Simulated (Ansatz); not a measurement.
KF: GW calculation

KF (2 atoms in the cell), computed with G0W0 on r2SCAN, plane waves, PAW, no spin polarisation (Ansatz 0.2.0).

The structure was built on a prototype by a generator. The geometry comes from this level: r2SCAN. It belongs to a series of runs on one base structure; here: starting point. Figures and captions count atoms from 1; the log counts them from 0 in places.

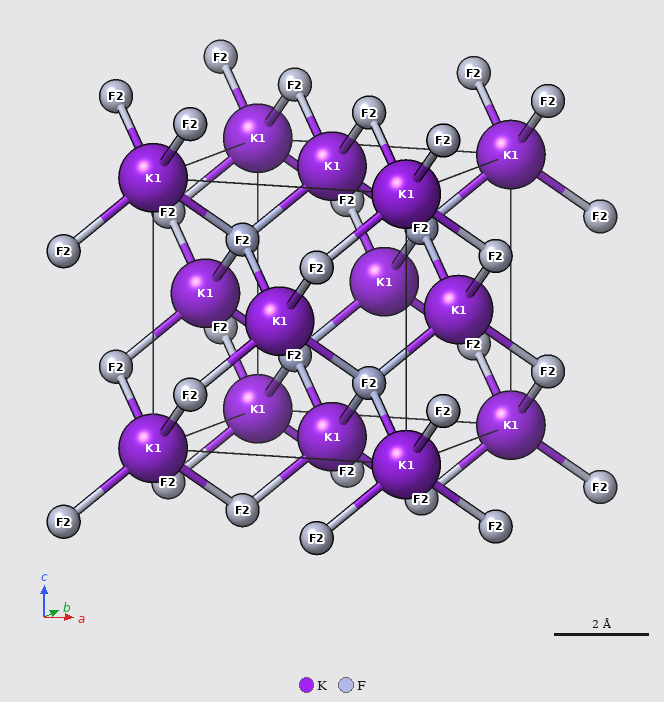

Figure 1. The input geometry (ball-and-stick view of the cell 4 times as large as that of the calculation, set on its symmetry axes, seen slightly off an axis; neighbours outside the cell are drawn fainter; atoms are numbered from 1 in the order of the input). Near neighbours in the crystal (not all of them lie inside the picture): K has 4 F at 2.54 Å; F has 4 K at 2.54 Å.

The input
```yaml
crystal:
  lattice:
    - [0.0, 2.9354014086, 2.9354014086]
    - [2.9354014086, 0.0, 2.9354014086]
    - [2.9354014086, 2.9354014086, 0.0]
  atoms:
    - { symbol: K, position: [0.0, 0.0, 0.0] }
    - { symbol: F, position: [0.25, 0.25, 0.25] }
kpoints:
  mp_grid: { grid: [4, 4, 4] }
hamiltonian:
  xc: r2scan
scf:
  occupations: { method: fixed }
gw:
  n_empty_bands: 190
  ecut_chi: 140
  qp_bands: [v2, c2]
  qp_kpoints: band_edges
  screening: { model: contour_deformation }
```

Run on 2 threads of Intel Xeon (Granite Rapids), 64 GiB of memory available, shared host.

Command:
```bash
ansatz run input.yaml --threads 2 --pin off --max-ram 3686MiB --backend cpu --events-out ev --progress --plain --runs-dir out
```

Output
```
Engine: ansatz 0.2.0, x86_64-unknown-linux-gnu
Pseudopotentials: kind: paw
Pseudopotential: K, paw, valence charge 9, recommended cutoff 500 eV (meta_gga), K.paw.azcp
Pseudopotential: F, paw, valence charge 7, recommended cutoff 500 eV (meta_gga), F.paw.azcp
Functional definition: r2SCAN
  parameter k0 = 0.174
  parameter k1 = 0.065
  parameter a1 = 4.9479
  exchange = r2scan_x(k0 = k0, k1 = k1, a1 = a1)
  correlation = r2scan_c
Crystal: 2 atoms, lattice volume = 50.586 Å³
Basis set: ecut = 500 eV, 1243 PW (Γ), exchange–correlation on 128×128×128 points (64 copies of the dense FFT grid, shifted against one another)
Bands: 12, of which v1, the nominal top of the filled ones, is band 8 counted from 1 (7 counted from 0)
Symmetry: 24 space group operations
Space group: F-43m (ITA 216), of the structure as read, at distance tolerance 3.7e-5 Å
k-points: 8 of 64 (time reversal used)
Non-local potential: K, projectors of the file, l = 0: 3, l = 1: 2, l = 2: 2
Non-local potential: F, projectors of the file, l = 0: 2, l = 1: 2, l = 2: 1
PAW form: soft (Blöchl's): semilocal exchange-correlation on the pseudo side does not see the compensation charge
PAW frozen core: K, regenerated for the run's functional (the file was generated under x = pbe(κ = 0.804, μ = 0.2195149727645171), c = pbe(β = 0.06672455060314922))
PAW frozen core: F, regenerated for the run's functional (the file was generated under x = pbe(κ = 0.804, μ = 0.2195149727645171), c = pbe(β = 0.06672455060314922))
PAW one-centre angular grid: K, 302 points (default); XC on 160 Gauss nodes
PAW one-centre angular grid: F, 302 points (default); XC on 160 Gauss nodes
Initial density: superposition of atomic densities (neutral atoms: chi_scale 0, normalization atom), corrected by the library's trained network
Initial wavefunctions: pseudopotential atomic-orbital guess
Functional: x = r2scan, c = r2scan; τ floored in thin density (d = 2e-4 eV/Å³)
SCF iter   1: F=—  HF=-2354.882347 eV  |F-HF|=—  |Δ(HF+E_count)|=         —  Δρ=7.73e-3  dr2=2.98e-2  dr2_τ=2.99e-2  ethr=1.77e-3  ⟨swp⟩=4.2  Hψ=525  notcnv=0  defer=10
preconditioner: auto → none  [insulator: Δε(μ)=6.167 eV  Ē_g=18.069 eV  n_scr=14 (ndim 8)  ℏωp=19.5 eV  f_vac=0.319  ε∞_Penn≈2.2]
SCF iter   2: F=—  HF=-2354.927601 eV  |F-HF|=—  |Δ(HF+E_count)|=   4.53e-2  Δρ=5.80e-3  dr2=6.49e-3  dr2_τ=1.36e-3  ethr=1.86e-4  ⟨swp⟩=3.0  Hψ=253  notcnv=0  defer=12
SCF iter   3: F=—  HF=-2354.926138 eV  |F-HF|=—  |Δ(HF+E_count)|=   1.46e-3  Δρ=1.56e-3  dr2=5.12e-4  dr2_τ=8.35e-5  ethr=4.05e-5  ⟨swp⟩=2.0  Hψ=165  notcnv=0  defer=15
SCF iter   4: F=—  HF=-2354.926132 eV  |F-HF|=—  |Δ(HF+E_count)|=   6.26e-6  Δρ=1.76e-4  dr2=6.25e-6  dr2_τ=1.48e-6  ethr=3.20e-6  ⟨swp⟩=3.0  Hψ=161  notcnv=0  defer=15
SCF iter   5: F=—  HF=-2354.926138 eV  |F-HF|=—  |Δ(HF+E_count)|=   6.51e-6  Δρ=3.23e-5  dr2=2.15e-7  dr2_τ=9.36e-8  ethr=3.91e-8  ⟨swp⟩=2.0  Hψ=175  notcnv=0  defer=12
SCF iter   6: F=-2354.926139 eV  HF=-2354.926139 eV  |F-HF|=1.83e-8  |Δ(HF+E_count)|=   1.92e-7  Δρ=6.29e-6  dr2=1.02e-8  dr2_τ=2.25e-9  ethr=6.25e-10  ⟨swp⟩=4.4  Hψ=450  notcnv=0
SCF 1 converged in 6 iterations: F = -2354.926139 eV  dr2 = 1.02e-8
  greatest PAW one-centre occupation: 0.989 electrons in one spin orbital (limit 2), on the K atom at site 0 (counted from 0), in its partial waves of l = 0
```

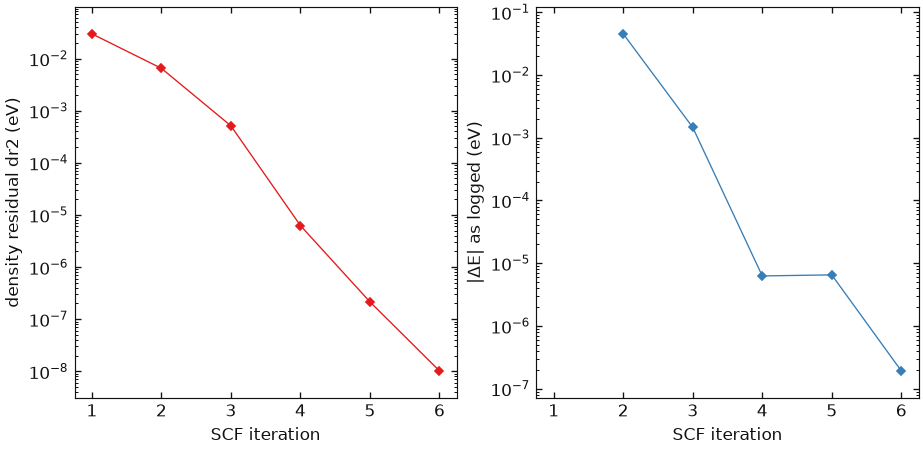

Figure 2. Convergence of the self-consistent field: density residual dr2 and size of the energy change against the SCF iteration. The residual falls at every step.

```
NSCF: frozen V_eff on 8 k-points
G₀W₀ screening: q 1/8
G₀W₀ screening: q 2/8 (q-point 5)
G₀W₀ screening: q 3/8 (q-point 6)
G₀W₀ screening: q 4/8 (q-point 2)
G₀W₀ screening: q 5/8 (q-point 4)
G₀W₀ screening: q 6/8 (q-point 8)
G₀W₀ screening: q 7/8 (q-point 3)
G₀W₀ screening: q 8/8 (q-point 7)
G₀W₀ self-energy: k 1/8
G₀W₀ self-energy: k 2/8
G₀W₀ self-energy: k 3/8
G₀W₀ self-energy: k 4/8
G₀W₀ self-energy: k 5/8
G₀W₀ self-energy: k 6/8
G₀W₀ self-energy: k 7/8
G₀W₀ self-energy: k 8/8
NSCF: frozen V_eff on 1 k-points
SCF converged after 6 iterations
Free energy (F): -2354.926139 eV
Harris-Foulkes:  -2354.926139 eV  (|F-HF|=1.83e-8)
Internal energy: -2354.926139 eV  (E = F + TS)
E sigma→0 (E₀):  -2354.926139 eV
Fermi energy:    -0.914543 eV
--- Per-component energies (eV) ---
  E_band       = -168.372231
  E_kinetic    = 463.633370
  E_local      = -1348.798679  (includes V_loc(G=0)·N_el)
  E_nonlocal   = 85.273681
  E_hartree    = 505.133002
  E_xc         = -214.374314
  E_vxc        = -304.725239  (∫ρ·V_xc dr)
  E_paw        = -990.688127  (= ΣΔE_a)
  E_vpaw       = -94.249536  (= ΣTr[D̂ρ^β])
  E_aug_tail   = 0.001098  (compensation charges beyond the density's cutoff)
  E_vtau       = 20.228052  (kinetic-family band-sum trace: ∫τ·v_τ [+ j·A + Jᵃ·Aᵃ] dr)
  E_ewald      = -854.878592
  E_core_change = -0.227577  (= ΣΔE_core)
  E_smearing   = -0.000000  (= −TS)
  E_closure    = 0.000000  (closes the sum)
  Σ components = -2354.926139   (vs F -2354.926139, Δ=0.00e0)
--- Band table (eV; the first three rows and the last of 8) ---
  k-point 0: bands = ["-28.0537", "-20.5887", "-10.6863", "-10.6863", "-10.6863", "-1.1243", "-1.1243", "-1.1243", "4.8329", "11.7069", "11.7069", "11.8291"]
  k-point 1: bands = ["-28.0325", "-20.6288", "-10.7423", "-10.7106", "-10.7106", "-1.1792", "-1.0774", "-1.0774", "5.9408", "10.7490", "11.0272", "11.0272"]
  k-point 2: bands = ["-28.0111", "-20.6687", "-10.8018", "-10.7346", "-10.7346", "-1.1700", "-1.0332", "-1.0332", "7.6487", "8.9567", "10.7789", "10.7789"]
  k-point 7: bands = ["-27.9970", "-20.6945", "-10.8765", "-10.8146", "-10.6443", "-1.1679", "-1.0816", "-0.9145", "7.9504", "8.3081", "11.3809", "12.0759"]
--- G₀W₀: contour deformation, 6 samples at zero and on the imaginary axis and 3 off it, 64 q-points, 190 empty bands' worth ---
  eigenvalues of the whole cell's RPA ε∞ on this k-mesh (on a slab, of 1 + 4πα/V) = 1.6153, 1.6153, 1.6153; static W/v taken at q = 0 is 0.619071
  bands read: the sum over 198 bands ends inside a degenerate multiplet in 3 slots, whose members it reads at an even weight; the widest, k=0: bands 197 to 199 (counted from 1) at 2/3 each
  gw.qp_kpoints: band_edges: 8 of 8 stored k-points solved, in 1 pass; an edge of the gap read off the rows below is read off those points alone
    ik  band        ε_KS         Σx   Σc(E_QP)       V_xc       Z   E_QP_lin       E_QP  E_QP is
     0     7     -1.1243   -30.0194     4.8827   -22.9268  0.7951    -3.4053    -3.3341  root
     0     8     -1.1243   -30.0194     4.8827   -22.9268  0.7951    -3.4053    -3.3341  root
     0     9      4.8329    -2.8276    -2.2460    -6.0739  0.9144     5.8379     5.8332  root
     0    10     11.7069    -5.8749    -3.2157   -11.8731  0.8907    14.5531    14.4894  root
     1     7     -1.0774   -30.1353     4.8815   -23.0471  0.7955    -3.3544    -3.2840  root
     1     8     -1.0774   -30.1353     4.8815   -23.0471  0.7955    -3.3544    -3.2840  root
     1     9      5.9408    -3.6769    -2.1865    -6.9680  0.9082     7.0516     7.0455  root
     1    10     10.7490    -4.8137    -2.7273    -9.4865  0.8921    12.7287    12.6945  root
     2     7     -1.0332   -30.2331     4.8780   -23.1517  0.7959    -3.3061    -3.2366  root
     2     8     -1.0332   -30.2331     4.8780   -23.1517  0.7959    -3.3061    -3.2366  root
     2     9      7.6487    -4.1429    -2.2277    -7.7367  0.9004     9.0263     9.0147  root
     2    10      8.9567    -3.0961    -2.4539    -6.7408  0.9045    10.1569    10.1475  root
     3     7     -1.0227   -30.2640     4.8738   -23.1871  0.7960    -3.2951    -3.2258  root
     3     8     -1.0227   -30.2640     4.8738   -23.1871  0.7960    -3.2951    -3.2258  root
     3     9      6.2778    -3.9718    -2.1591    -7.2699  0.9060     7.4236     7.4169  root
     3    10      9.4563    -3.5809    -2.6455    -8.0630  0.9034    11.3151    11.2929  root
     4     7     -1.0043   -30.2143     4.8425   -23.1566  0.7971    -3.2890    -3.2195  root
     4     8     -0.9747   -30.3863     4.8737   -23.3136  0.7964    -3.2421    -3.1737  root
     4     9      7.5981    -3.7632    -2.2488    -7.3315  0.9030     8.9280     8.9176  root
     4    10      8.7064    -3.6488    -2.4415    -7.6824  0.9029    10.3147    10.2986  root
     5     7     -1.0546   -30.0047     4.8208   -22.9592  0.7974    -3.3500    -3.2794  root
     5     8     -1.0280   -30.2663     4.8822   -23.1814  0.7958    -3.3001    -3.2307  root
     5     9      7.1489    -3.8172    -2.2187    -7.2774  0.9041     8.3993     8.3904  root
     5    10      9.5110    -3.9078    -2.4999    -8.0739  0.8992    11.1971    11.1772  root
     6     7     -0.9168   -30.5364     4.8695   -23.4724  0.7968    -3.1784    -3.1112  root
     6     8     -0.9168   -30.5364     4.8695   -23.4724  0.7968    -3.1784    -3.1112  root
     6     9      7.9221    -2.7211    -2.4022    -6.4456  0.9083     9.2549     9.2444  root
     6    10      8.0344    -4.7166    -2.2328    -8.5761  0.8987     9.6772     9.6611  root
     7     7     -1.0816   -29.7903     4.7807   -22.7698  0.7983    -3.3930    -3.3214  root
     7     8     -0.9145   -30.5462     4.8699   -23.4823  0.7968    -3.1757    -3.1085  root
     7     9      7.9504    -2.8254    -2.4075    -6.5913  0.9075     9.3201     9.3089  root
     7    10      8.3081    -4.1488    -2.3047    -8.0441  0.9004     9.9145     9.8987  root
```

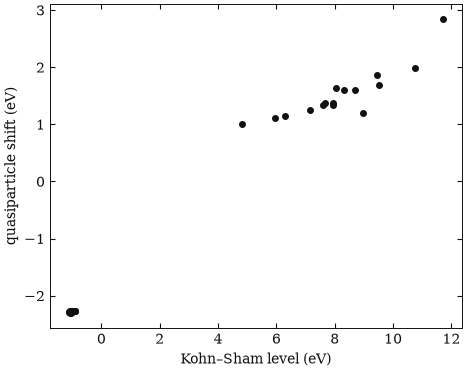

Figure 3. Quasiparticle corrections (linearised) against the Kohn–Sham levels, for the bands and k-points computed. On this mesh the gap goes from 5.75 to 8.94 eV.

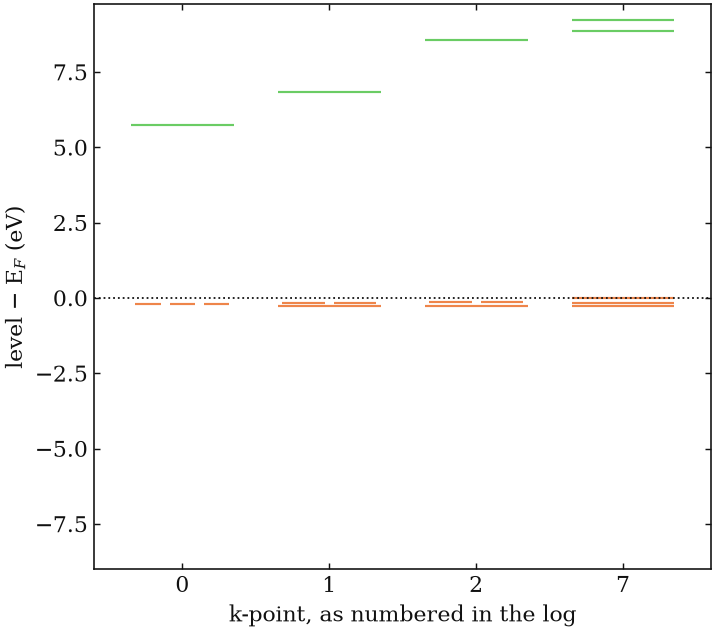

Figure 4. Kohn–Sham levels near the Fermi level (dotted) at the few k-points that the log prints; levels within 0.02 eV of each other stand side by side. Among these points the highest filled and lowest empty levels are 5.75 eV apart, which is the gap on the mesh.

Key numbers

- outcome: converged
- space group (tolerance 0.01 Å): F-43m (216)
- electrons treated: 16
- free energy: −2354.9261 eV
- Fermi energy: −0.915 eV
- gap on the k-point mesh: 5.75 eV
- quasiparticle gap on the mesh: 8.94 eV
- wall time: 14 s (CPU time 26 s)
- peak memory: 0.64 GiB

The GW levels are not extrapolated in basis or mesh.
